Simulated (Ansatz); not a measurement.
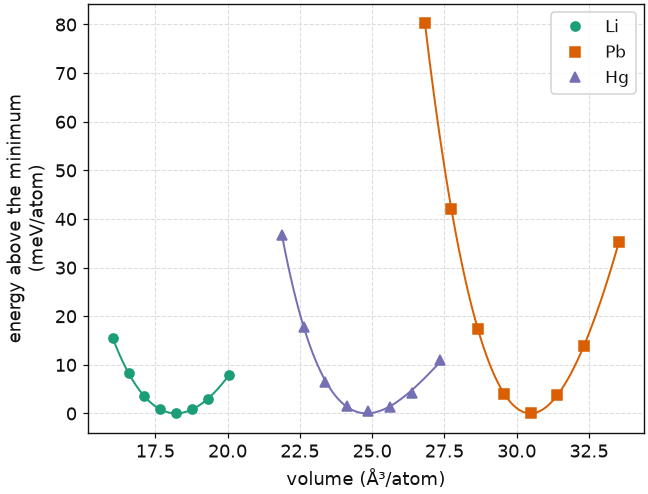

The plot gives the computed energy above the minimum against volume, with one curve for each element, for Hg, Li and Pb (all in space group Fm-3m (No. 225)).

How it was computed, with Ansatz 0.2.0: third-order Birch-Murnaghan fit to density functional energies at scaled volumes of the given relaxed cell, shape and atoms relaxed at each volume; energies count from the fitted minimum; plane waves with PAW datasets, Γ-centred k mesh. Level: PBE with D3(BJ), no spin polarisation.

- wave cutoff: 420 eV
- occupations: Gaussian
- smearing width: 0.1 eV

Settings that differ: Li: k mesh 18×18×18; Pb: k mesh 14×14×14; Hg: k mesh 16×16×16.

**Order the curves by fitted equilibrium volume, smallest first.**

Li 18.22, Hg 24.81, Pb 30.48 Å³/atom.

**Order the curves by fitted bulk modulus, smallest first.**

Li 15.7, Hg 20.5, Pb 45.0 GPa.

Note: pressure derivative unusual (Hg).
